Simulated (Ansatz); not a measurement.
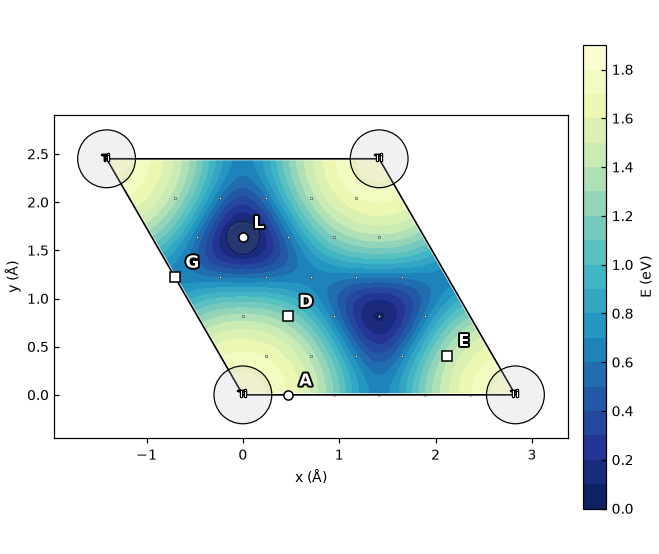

B on a Ti(111) slab cut from the Fm-3m phase, its upper half relaxed before the scan (12 atoms of substrate and one adsorbate in a 2 × 2 cell). 
- B is moved over the surface cell; relaxed at each place: the height of the adsorbate's atoms; substrate rigid; the origin of the map has the adsorbate above Ti9.
- Places are given modulo a cell vector. The map is drawn in real space over the plane of the surface.
- The grid has 6 × 6 points; 10 points were computed and 26 follow by symmetry.
- Places are given in fractions of the 1 × 1 surface cell.
- Energies: eV, counted from the lowest grid point.
- Level of theory: DFT LDA, scalar-relativistic, plane waves, PAW in Ansatz 0.2.0. Settings: cutoff 420 eV, k-mesh 6×6×1, gaussian smearing 0.1 eV, no spin polarisation.

Drawn: filled contours, dots at the grid points, labelled circles for the atoms of the top layer and small ones for the second layer, the outline of one cell of the plane, lettered points. Between grid points the surface is interpolated.

### Is A the lowest point of the computed grid?

No. A lies 1.68 eV above the lowest grid point, which is at a threefold hollow over a second-layer Ti atom, (2/6, 4/6) of the cell vectors.

### What kind of point is each of D, E, G, L: minimum, saddle, maximum or slope?

D: on a slope; E: on a slope; G: saddle point; L: minimum. (In these two coordinates alone; a stationary point may lie a little off the grid point.)

PAW datasets: the set soft_1.
